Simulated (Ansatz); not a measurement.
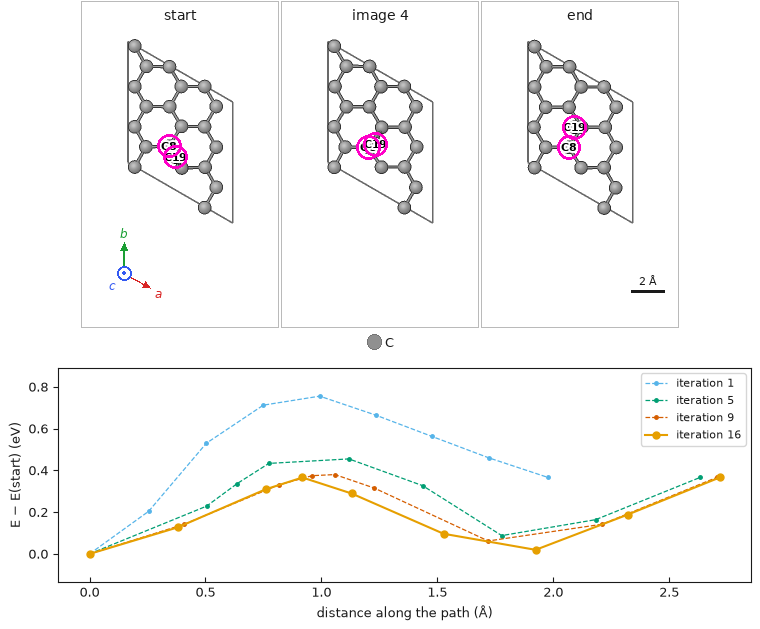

NEB run on C on graphene monolayer (19 atoms in the cell). Images are numbered from 0 (start) to 8 (end). The plot follows the band through its iterations. The picture is a ball-and-stick view of the simulation cell, with the vacuum cut short (origin moved), seen along the c axis. The atoms that move most are ringed. Bonds to atoms that aren't drawn are left out.

All numbers below come from Ansatz 0.2.0, DFT PBE, scalar-relativistic, plane waves, PAW. Settings: plane-wave cutoff 420 eV; k-point mesh 2 × 2 × 1; Gaussian smearing 0.02 eV; spin collinear; 7 movable images; climbing image; force threshold 0.05 eV/Å; iteration limit 66; starting path by image-dependent pair potential.

**Did the band converge, and can the barrier be trusted?**

The result isn't final. The band hadn't converged when the run stopped after 16 iterations. The first iteration put the highest image at 0.76 eV. Relative to the start the highest point is image 8 at +0.37 eV and the end lies at +0.37 eV, but the profile dips to +0.02 eV at image 6 on the way, so there may be an intermediate minimum, or an end is no minimum.

Limits of the set-up: the periodic images lie only 7.4 Å apart, so the values are limited by the cell's size.

Cost: 12 min on 2 threads of AMD EPYC 9R45 96-Core Processor (Zen 5), on a shared host, peak memory 2.1 GiB.
